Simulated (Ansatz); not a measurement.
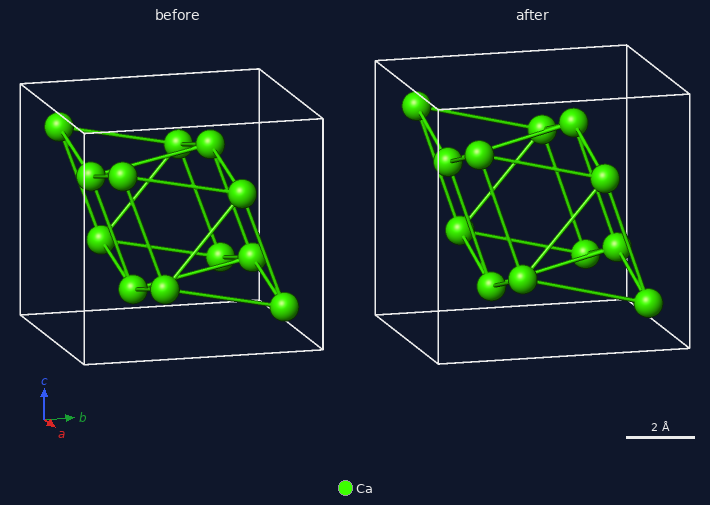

Left: a symmetric starting cell of Ca. Right: the same structure after one change, at the same scale. The picture is a ball-and-stick view of the conventional cell (2 times the calculation's cell), seen slightly off an axis. Lengths and directions refer to the drawn axes.

The calculation used DFT PBEsol, scalar-relativistic, plane waves, PAW (Ansatz). (plane-wave cutoff 420 eV; k-point mesh 8 × 8 × 6; occupations gaussian; smearing width 0.1 eV; no spin polarisation)

### What distinguishes the right structure from the left one?

The cell is strained by +10.0 % along c, +5.2 % along b, −1.4 % along a (volume +14.1 %) and atoms are displaced by 0.07 Å relative to the cell. No relaxation follows. The starting cell wasn't computed here and needn't be at equilibrium, so pressure and forces aren't due to the change alone.

### How do the computed properties respond?

Some distances before and after: Ca–Ca 3.741 → 3.977 to 4.079 Å, Ca–Ca 3.637 → 3.849 Å. The space group stays Cmce (No. 64). The pressure is −1.8 GPa (not all of it need come from the change, since the unchanged cell can be under pressure at this level too). The principal stresses (compression positive) are 0.3 GPa along a, −2.6 GPa along c, −2.9 GPa along b. The largest forces, 0.26 eV/Å, act on 4 Ca atoms of the calculation's cell. The forces point along the displacements, not back (a soft direction, or forces left over where the reference was relaxed at another level) (cosine 0.99).
